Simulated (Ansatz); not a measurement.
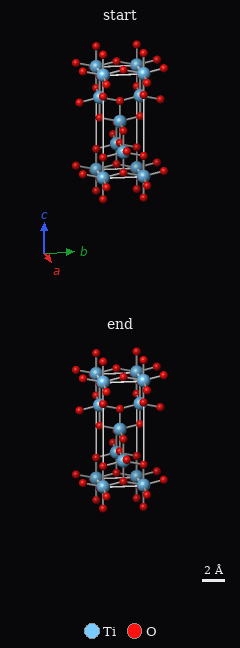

The structure of crystalline TiO₂ (set up in Imma) before (top) and after (bottom) a relaxation, at one scale.

Style: ball-and-stick. Shown: the cell of the calculation, slightly off an axis.

Case: uniaxial strain along a of -4.5 %; b, c and atoms relaxed.

These are results of DFT PBE+U, scalar-relativistic, plane waves, PAW in Ansatz, not measurements. Set-up: plane-wave cutoff 420 eV; k-point mesh 6 × 6 × 4; occupations gaussian; smearing width 0.02 eV; U Ti 4.0 eV; no spin polarisation; cell relaxed at fixed a, angles; force threshold 0.008 eV/Å; at most 40 steps.

**Describe what moved and what it gained.**

The run was cut off at its time limit before the relaxation converged, so the last structure is only a point on the way. The largest moves relative to the cell, 0.019 Å, are those of Ti atoms. Largest moves by element: Ti 0.019 Å, O 0.012 Å. Cell: a unchanged at 3.646 Å, b 3.861 → 3.851 Å (−0.3 %), c 9.885 → 10.057 Å (+1.7 %). Volume +1.5 %. Among the contacts that change: Ti–Ti 3.126 → 3.193 Å, O–Ti 2.048 → 2.094 Å, O–Ti 1.888 → 1.898 Å, O–Ti 1.978 → 1.974 Å. Bond angles that change, for instance: Ti–O–Ti 149.8° → 147.8°, O–Ti–O 149.8° → 147.8°. The space group stays Imma (No. 74). The energy falls by 3.3 meV per atom in 5 geometry steps. The largest force component goes from 0.51 to 0.00014 eV/Å. The pressure goes from 6.56 to 3.63 GPa.
